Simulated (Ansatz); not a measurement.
```
Ti Si
1.0
    -2.38951    4.11752    0.00000
    -2.38951   -4.11752    0.00000
     2.38951    0.00000    4.26290
Ti Si
2 4
Direct
  0.72981 0.24548 0.49582
  0.50981 0.51188 0.00361
  0.41190 0.59878 0.50053
  0.08792 0.91094 0.50376
  0.15524 0.83538 0.00909
  0.85264 0.17242 0.00211
```

Space group P1; a structure from a database of computed crystals, not necessarily the ambient phase; changed on purpose from its base cell (atoms moved at random by about 0.05 A); not relaxed (largest force 1.1 eV/Å).

All numbers below come from Ansatz 0.2.0, Kohn-Sham DFT of a periodic cell, PBEsol, Ansatz PAW.

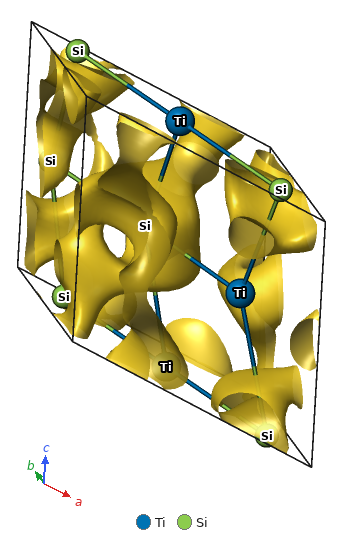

TiSi₂. Isosurface of the electron localisation function at 0.65 (yellow), seen slightly off an axis. Only the valence region is drawn (cores and ρ < 0.01 e/Å³ removed). Sticks mark near contacts.

What do the ELF domains correspond to?

The surface consists of channels that run through the cell in one direction, counted in one cell of 6 atoms. Any copies at cell faces, edges or corners count once.

Values along the shortest contacts:
Si–Si (2.48 Å): the ELF peaks at about 0.80 between the atoms. Ti–Si (2.49 Å): the ELF peaks at about 0.75 in the valence shell of Si, 0.9 Å from its nucleus, and is about 0.40 at the midpoint.
